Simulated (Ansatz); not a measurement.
Run report: SiO₂, geometry relaxation (part 2 of 2)

SiO₂ (12 atoms in the cell); DFT LDA, scalar-relativistic, plane waves, PAW, no spin polarisation (Ansatz 0.2.0); cutoff 420 eV, 6×6×6 k-mesh, Gaussian smearing of 0.02 eV. The structure derives from a Materials Project entry. It belongs to a series of runs on one base structure; here: shear of c along a, cell held, atoms relaxed: -3.0 %.

Geometry of the input (Å; fractional positions):
```
0.0000  4.6987  7.3419
2.3472  0.0000  7.3419
2.3472  4.6334  -0.1020
Si 0.5621  0.5634  0.9367
Si 0.3118  0.3147  0.6893
Si 0.6879  0.6866  0.3133
Si 0.9382  0.9353  0.5607
O  0.6250  0.1250  0.6250
O  0.6250  0.6250  0.1250
O  0.6250  0.6250  0.6250
O  0.1250  0.6250  0.6250
O  0.1872  0.8115  0.1838
O  0.8154  0.1850  0.8133
O  0.4346  0.0650  0.4367
O  0.0628  0.4385  0.0662
```

**Output, continued**
```
--- Forces (eV/Å), atoms counted from 1 ---
  atom   1  Si     0.00335035    -0.00046005    -0.00014722
  atom   2  Si    -0.00310312    -0.00080394     0.00020015
  atom   3  Si    -0.00335035     0.00046005     0.00014722
  atom   4  Si     0.00310312     0.00080394    -0.00020015
  atom   5  O      0.00000000     0.00000000     0.00000000
  atom   6  O      0.00000000     0.00000000     0.00000000
  atom   7  O      0.00000000     0.00000000     0.00000000
  atom   8  O      0.00000000     0.00000000     0.00000000
  atom   9  O     -0.00419946     0.00006217     0.00324651
  atom  10  O     -0.00185674    -0.00031986    -0.00127647
  atom  11  O      0.00185674     0.00031986     0.00127647
  atom  12  O      0.00419946    -0.00006217    -0.00324651
  max |Σ_I F_I| component: 8.67e-19 eV/Å
--- Stress (GPa, compression-positive) ---
       -0.273544       0.725610       2.194214
        0.725610       0.504233      -0.009608
        2.194214      -0.009608      -0.626111
  P = ⅓ Tr σ = -0.1318 GPa (-1.318 kbar)
--- Band table (eV; the first three rows and the last of 112) ---
  k-point 0: bands = ["-17.6553", "-16.6964", "-16.6883", "-15.5344", "-15.4658", "-15.4266", "-15.3773", "-15.3528", "-8.1059", "-6.2636", "-5.3425", "-4.3774", "-4.2380", "-3.8808", "-3.5917", "-3.3992", "-1.6384", "-1.1385", "-1.1372", "-1.1002", "-0.8766", "-0.6472", "-0.5772", "-0.2365", "-0.2150", "-0.0441", "0.3901", "0.7791", "0.9811", "1.1236", "1.5631", "1.5778", "7.1352", "9.5656", "9.8202", "10.1114", "10.1200", "11.2169", "11.5737", "11.8655", "12.5052", "13.1809", "13.1985", "13.8144"]
  k-point 1: bands = ["-17.5613", "-16.7938", "-16.5553", "-15.6188", "-15.5162", "-15.4466", "-15.4041", "-15.3834", "-7.8562", "-6.3813", "-5.4142", "-4.3178", "-4.0677", "-3.9120", "-3.6568", "-3.4394", "-1.6649", "-1.4694", "-1.0985", "-1.0523", "-0.7222", "-0.5433", "-0.4702", "-0.3410", "-0.2211", "-0.1003", "0.5022", "0.7665", "0.9146", "1.1319", "1.4295", "1.4918", "7.5955", "9.8832", "10.0353", "10.1669", "10.4377", "11.1475", "11.5468", "11.9246", "12.0952", "12.7142", "12.9348", "13.3177"]
  k-point 2: bands = ["-17.3174", "-16.8184", "-16.4850", "-15.9476", "-15.5424", "-15.4688", "-15.4521", "-15.4023", "-7.3577", "-6.4476", "-5.5800", "-4.3954", "-4.1643", "-3.7088", "-3.6147", "-3.4475", "-1.7194", "-1.6571", "-1.1794", "-0.9907", "-0.8975", "-0.6381", "-0.3896", "-0.2368", "-0.1705", "0.2360", "0.5013", "0.6478", "0.8213", "1.1644", "1.2784", "1.3248", "8.6692", "10.2258", "10.5272", "10.6680", "10.7735", "11.0795", "11.4114", "11.6179", "11.9470", "12.2966", "12.8953", "13.2171"]
  k-point 111: bands = ["-17.1389", "-16.6814", "-16.6767", "-16.0955", "-15.5508", "-15.4843", "-15.4481", "-15.4308", "-7.2015", "-6.0421", "-5.9657", "-4.4204", "-4.3065", "-3.7745", "-3.4571", "-3.3766", "-1.7492", "-1.6165", "-1.5087", "-0.8998", "-0.8417", "-0.6883", "-0.3854", "-0.2379", "-0.0008", "0.2240", "0.4695", "0.6450", "0.9369", "0.9726", "1.2320", "1.3254", "9.5488", "10.1711", "10.5381", "10.8028", "11.0928", "11.3030", "11.4106", "11.5659", "11.6627", "12.5101", "12.6082", "13.0376"]
--- Relaxed structure (5 steps of the walk, 5 accepted, 0 SCFs on fresh bases) ---
  F+E_penalty+E_count = -6890.64043580 eV   max|allowed force component| = 4.199e-3 eV/Å
  atoms:
    - { symbol: Si, position: [0.5615447244785675, 0.563222675342291, 0.9359672110533797] }
    - { symbol: Si, position: [0.31006651291501114, 0.3166764404610027, 0.6923300632453402] }
    - { symbol: Si, position: [0.6884552755214326, 0.6867773246577086, 0.3140327889466207] }
    - { symbol: Si, position: [0.9399334870849889, 0.9333235595389973, 0.55766993675466] }
    - { symbol: O, position: [0.625, 0.12500000000000006, 0.625] }
    - { symbol: O, position: [0.625, 0.625, 0.1250000000000001] }
    - { symbol: O, position: [0.6249999999999999, 0.625, 0.625] }
    - { symbol: O, position: [0.125, 0.625, 0.625] }
    - { symbol: O, position: [0.18991237957071705, 0.8068597989200241, 0.18072232900321278] }
    - { symbol: O, position: [0.8181582604329174, 0.18344098416133892, 0.8102628856227599] }
    - { symbol: O, position: [0.4318417395670827, 0.06655901583866095, 0.4397371143772403] }
    - { symbol: O, position: [0.06008762042928298, 0.4431402010799758, 0.06927767099678739] }
```

**Trajectory as extended XYZ (Å, eV, eV/Å), 5 frames, from step=1 to step=5**
```
12
Lattice="0.0000 4.6987 7.3419 2.3472 0.0000 7.3419 2.3472 4.6334 -0.1020" Properties=species:S:1:pos:R:3:forces:R:3 step=1 energy=-6890.63143
Si    3.5209    6.9809    8.1674    0.1496  -0.3823  -0.2829
Si    2.3565    4.6588    4.5290    0.3405   0.2056   0.1160
Si    2.3471    4.6843   10.0598   -0.1496   0.3823   0.2829
Si    3.5115    7.0064   13.6981   -0.3405  -0.2056  -0.1160
O     1.7604    5.8326    5.4426    0.0000   0.0000   0.0000
O     1.7604    3.5159    9.1646    0.0000   0.0000   0.0000
O     2.9340    5.8326    9.1136    0.0000   0.0000   0.0000
O     2.9340    3.4832    5.4426    0.0000   0.0000   0.0000
O     2.3362    1.7314    7.3140   -0.1172   0.1273   0.0457
O     2.3434    7.5999    7.2618    0.2066   0.1184   0.1623
O     1.1774    4.0653    3.6235   -0.2066  -0.1184  -0.1623
O     1.1846    0.6016    3.6733    0.1172  -0.1273  -0.0457
12
Lattice="0.0000 4.6987 7.3419 2.3472 0.0000 7.3419 2.3472 4.6334 -0.1020" Properties=species:S:1:pos:R:3:forces:R:3 step=2 energy=-6890.63674
Si    3.5220    6.9779    8.1656    0.0923  -0.2334  -0.1741
Si    2.3599    4.6609    4.5296    0.2039   0.1311   0.0674
Si    2.3460    4.6873   10.0615   -0.0923   0.2334   0.1741
Si    3.5081    7.0043   13.6975   -0.2039  -0.1311  -0.0674
O     1.7604    5.8326    5.4426    0.0000   0.0000   0.0000
O     1.7604    3.5159    9.1646    0.0000   0.0000   0.0000
O     2.9340    5.8326    9.1136    0.0000   0.0000   0.0000
O     2.9340    3.4832    5.4426    0.0000   0.0000   0.0000
O     2.3334    1.7295    7.3119   -0.0717   0.0876   0.0166
O     2.3431    7.5980    7.2626    0.1193   0.0827   0.0988
O     1.1777    4.0672    3.6226   -0.1193  -0.0827  -0.0988
O     1.1874    0.6036    3.6754    0.0717  -0.0876  -0.0166
12
Lattice="0.0000 4.6987 7.3419 2.3472 0.0000 7.3419 2.3472 4.6334 -0.1020" Properties=species:S:1:pos:R:3:forces:R:3 step=3 energy=-6890.64003
Si    3.5230    6.9739    8.1624   -0.0114  -0.0132   0.0040
Si    2.3657    4.6637    4.5308   -0.0304   0.0316   0.0003
Si    2.3450    4.6913   10.0647    0.0114   0.0132  -0.0040
Si    3.5023    7.0015   13.6963    0.0304  -0.0316  -0.0003
O     1.7604    5.8326    5.4426    0.0000   0.0000   0.0000
O     1.7604    3.5159    9.1646    0.0000   0.0000   0.0000
O     2.9340    5.8326    9.1136    0.0000   0.0000   0.0000
O     2.9340    3.4832    5.4426    0.0000   0.0000   0.0000
O     2.3279    1.7278    7.3070   -0.0177   0.0136  -0.0126
O     2.3414    7.5966    7.2643   -0.0028   0.0182   0.0103
O     1.1794    4.0686    3.6210    0.0028  -0.0182  -0.0103
O     1.1929    0.6052    3.6803    0.0177  -0.0136   0.0126
12
Lattice="0.0000 4.6987 7.3419 2.3472 0.0000 7.3419 2.3472 4.6334 -0.1020" Properties=species:S:1:pos:R:3:forces:R:3 step=4 energy=-6890.64042
Si    3.5188    6.9754    8.1625    0.0097  -0.0089  -0.0019
Si    2.3685    4.6649    4.5308   -0.0106  -0.0042   0.0023
Si    2.3492    4.6898   10.0646   -0.0097   0.0089   0.0019
Si    3.4995    7.0003   13.6964    0.0106   0.0042  -0.0023
O     1.7604    5.8326    5.4426    0.0000   0.0000   0.0000
O     1.7604    3.5159    9.1646    0.0000   0.0000   0.0000
O     2.9340    5.8326    9.1136    0.0000   0.0000   0.0000
O     2.9340    3.4832    5.4426    0.0000   0.0000   0.0000
O     2.3185    1.7297    7.3004   -0.0061   0.0002   0.0029
O     2.3331    7.5984    7.2702   -0.0097   0.0024  -0.0020
O     1.1877    4.0668    3.6151    0.0097  -0.0024   0.0020
O     1.2023    0.6033    3.6869    0.0061  -0.0002  -0.0029
12
Lattice="0.0000 4.6987 7.3419 2.3472 0.0000 7.3419 2.3472 4.6334 -0.1020" Properties=species:S:1:pos:R:3:forces:R:3 step=5 energy=-6890.64044
Si    3.5189    6.9753    8.1624    0.0034  -0.0005  -0.0001
Si    2.3683    4.6648    4.5308   -0.0031  -0.0008   0.0002
Si    2.3491    4.6899   10.0647   -0.0034   0.0005   0.0001
Si    3.4997    7.0004   13.6963    0.0031   0.0008  -0.0002
O     1.7604    5.8326    5.4426    0.0000   0.0000   0.0000
O     1.7604    3.5159    9.1646    0.0000   0.0000   0.0000
O     2.9340    5.8326    9.1136    0.0000   0.0000   0.0000
O     2.9340    3.4832    5.4426    0.0000   0.0000   0.0000
O     2.3181    1.7297    7.2997   -0.0042   0.0001   0.0032
O     2.3324    7.5986    7.2709   -0.0019  -0.0003  -0.0013
O     1.1884    4.0666    3.6143    0.0019   0.0003   0.0013
O     1.2027    0.6033    3.6876    0.0042  -0.0001  -0.0032
```

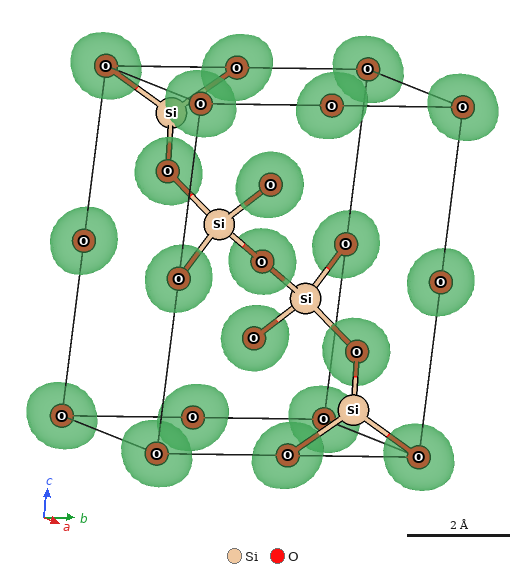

Isosurface of the valence charge density (pseudo) at 1.5 e/Å³ (green), seen slightly off an axis. Sticks mark near contacts. The outline is the cell set on symmetry axes. At this value the density breaks into separate islands; it holds about 50 % of the electrons treated as valence. It is pinched off along the Si–O (1.59 Å) contacts. On the grid the lowest density along these lines, outside the cores, is 1.1 e/Å³ (Si–O, 1.59 Å). In a PAW calculation such maps are meaningful between the atoms, not at the nuclei.

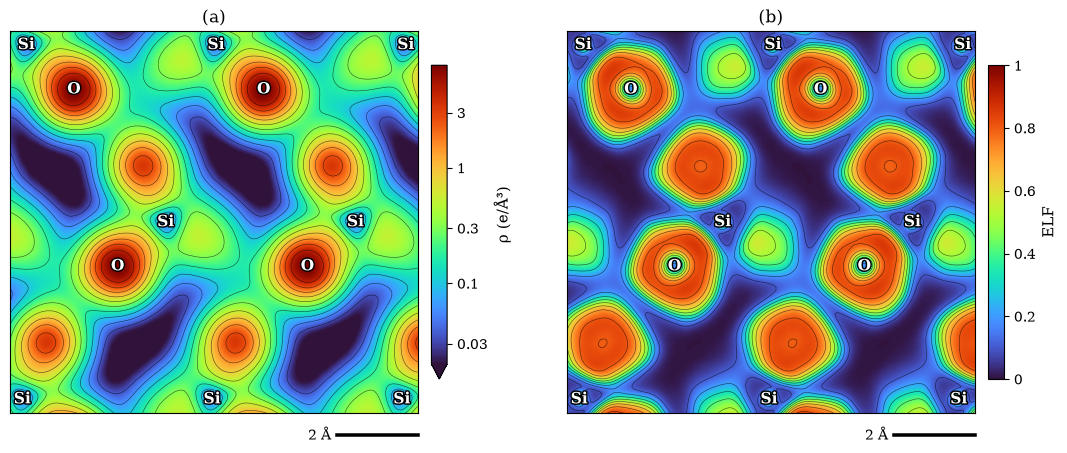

(a) valence electron density; (b) electron localisation function on the (011) plane of the conventional cell. Away from the nuclei the density in this plane falls to 0.009 e/Å³ at its lowest.

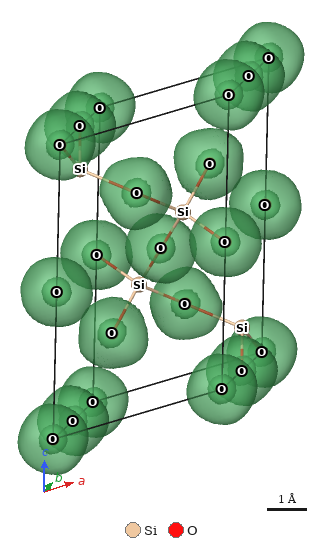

Isosurface of the ELF at 0.7 (green), seen slightly off an axis. Core shells and regions of very low density are left out. Sticks mark near contacts. The outline is the cell set on symmetry axes.

**Results in brief**

```tsv
quantity	value
outcome	converged
space group (tolerance 0.01 Å)	P-1 (2)
electrons treated	64
free energy	−6890.6404 eV
Fermi energy	4.356 eV
gap on the k-point mesh	5.56 eV
pressure	−0.13 GPa
final volume	161.94 Å³
largest force (length of the vector) at the end	0.005 eV/Å
final cell	a = 8.717 Å, b = 7.708 Å, c = 5.195 Å, α = 83.17°, β = 62.34°, γ = 36.65°
hardware	2 threads of Oxide Virtual Turin-like (Zen 5), 32 GiB of memory available, shared host
wall time	70 s (CPU time 2.3 min)
peak memory	0.86 GiB
```

**Remarks**

The program warns: the SCF threshold is looser than advised for the printed stress.
